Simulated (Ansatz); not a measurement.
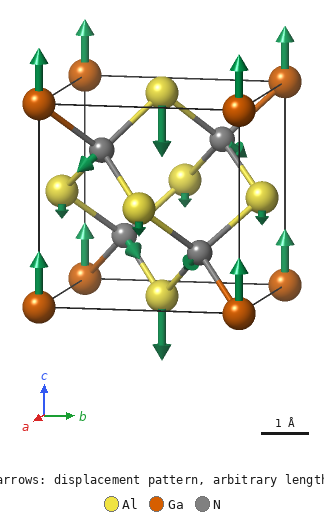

The lowest optical mode of solid Al₃GaN₄, space group P-43m (No. 215), at the zone centre. The green arrows are the displacements of the atoms (eigenvector over the root of the mass), of arbitrary overall length and sign. A ball-and-stick model of the cell of the calculation, seen slightly off an axis.

Computed with DFT PBEsol, scalar-relativistic, plane waves, PAW (Ansatz). (plane-wave cutoff 420 eV; k-point mesh 6 × 6 × 6; occupations fixed; no spin polarisation)

Frequencies are those without the non-analytic (LO–TO) term.

Q: Is this crystal at a minimum with respect to the drawn distortion?

A: Yes: this softest mode has a real frequency, and so have all others here. That speaks for this wave vector alone: the rest of the zone wasn't checked in this run. This is the T₂ mode (triply degenerate; one member of the set is drawn) at 30.0 meV, the lowest optical level, infrared- and Raman-active by symmetry. It mainly bends the Al–N, Ga–N bonds; the kinetic energy is shared as Ga 52 %, Al 34 %, N 14 %. Its infrared intensity is 0.59 (D/Å)²/amu for the set.
